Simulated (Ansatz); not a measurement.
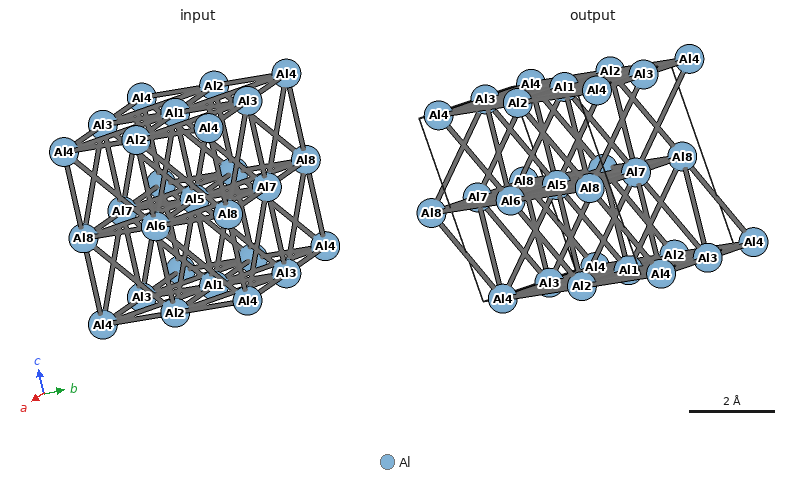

The structure of solid Al (set up in Fm-3m) before (left) and after (right) a relaxation, at one scale.

Style: ball-and-stick. Shown: the cell of the calculation, slightly off an axis.

Level of theory: Ansatz, DFT LDA, scalar-relativistic, plane waves, PAW. (plane-wave cutoff 420 eV; k-point mesh 8 × 8 × 8; occupations gaussian; smearing width 0.15 eV; no spin polarisation)

**Summarise the run.**

The largest moves relative to the cell, 0.72 Å, are those of Al1, Al3, Al5, Al6, Al7 and Al8. Al1 goes along +b. The volume changes by +10.2 %, with a 5.634 → 5.585 Å (−0.9 %), b 5.634 → 5.749 Å (+2.0 %), c 5.634 → 6.127 Å (+8.8 %), α 60.0° → 66.0°, β 60.0° → 52.9°, γ 60.0° → 65.5°. Some distances before and after: Al1–Al7 2.817 → 4.149 Å, Al2–Al8 2.817 → 4.142 Å, Al1–Al5 2.817 → 3.880 Å, Al2–Al6 2.817 → 3.870 Å. The space group (tolerance 0.01 Å) goes from Fm-3m (No. 225) to P-1 (No. 2).
